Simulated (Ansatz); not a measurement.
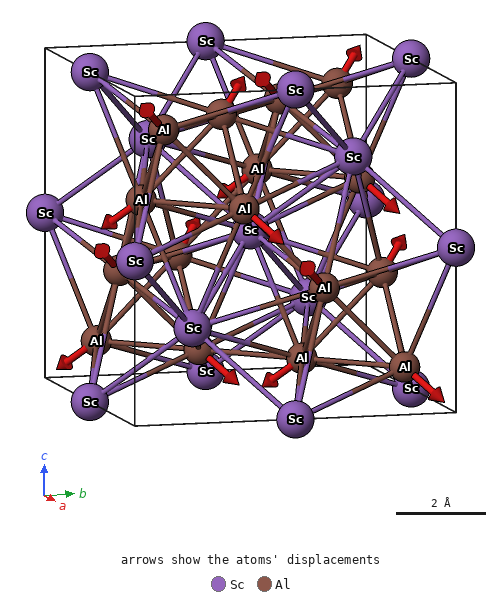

One vibrational mode of a crystal of ScAl$_{2}$ at the zone centre. The red arrows give the relative displacements of the atoms. A ball-and-stick model of the conventional cell (4 times the calculation's cell), seen slightly off an axis. Lengths and directions refer to the drawn axes.

Theory: Ansatz, DFT PBEsol, scalar-relativistic, plane waves, PAW. Settings: plane-wave cutoff 420 eV; k-point mesh 8 × 8 × 8; occupations fermi dirac; smearing width 0.15 eV; no spin polarisation.

The frequencies depend somewhat on the k-mesh and the smearing.

What mode is this, and where does it lie in the spectrum?

This is the A₂u mode at 472 cm⁻¹, the highest optical level, silent by symmetry (neither infrared- nor Raman-active). The Sc atoms stay at rest; atoms of one kind move against one another, with no net shift of their sublattice.
